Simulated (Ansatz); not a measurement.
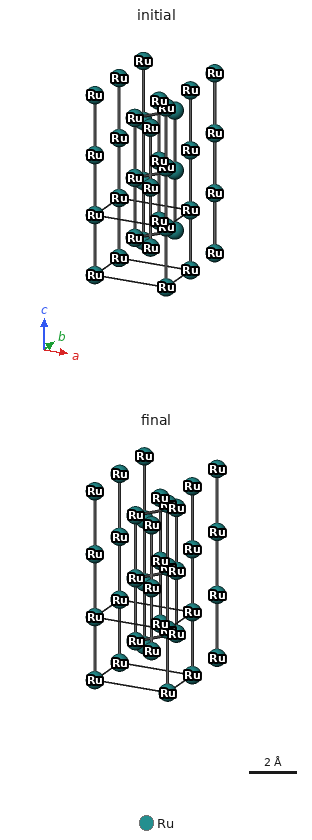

The structure of a crystal of Ru (a generated structure, set up in P6/mmm) before (top) and after (bottom) a relaxation, at one scale.

A ball-and-stick model of the cell of the calculation, repeated 1 × 2 × 3 with one cell outlined, seen slightly off an axis.

Phase: omega (AlB2-type).

These are results of Ansatz, DFT, BLYP, plane waves (420 eV) with PAW, scalar-relativistic, not measurements. Settings: plane-wave cutoff 420 eV; k-point mesh 9 × 9 × 12; occupations fermi dirac; smearing width 0.1 eV; no spin polarisation; cell and atoms relaxed; force threshold 0.01 eV/Å; at most 60 steps.

Describe what moved and what it gained.

Answer. No atom moves by more than 0.005 Å relative to the cell. The volume changes by +9.2 %, with a = b 4.247 → 4.332 Å (+2.0 %), c 2.603 → 2.733 Å (+5.0 %). Near-neighbour distances that change, for instance: Ru–Ru 2.603 → 2.733 Å, Ru–Ru 2.776 → 2.850 Å, Ru–Ru 2.452 → 2.501 Å. The space group stays P6/mmm (No. 191). Over 5 accepted moves (7 points after the start) the energy falls by 0.310 eV per cell of the calculation. All forces vanish by symmetry, so only the cell relaxes. The pressure goes from 27.02 to 0.00 GPa. The SCF was repeated twice at an unchanged geometry on a basis and grid sized afresh for the cell, which shifted the energy by 1.9 meV per cell of the calculation at most.
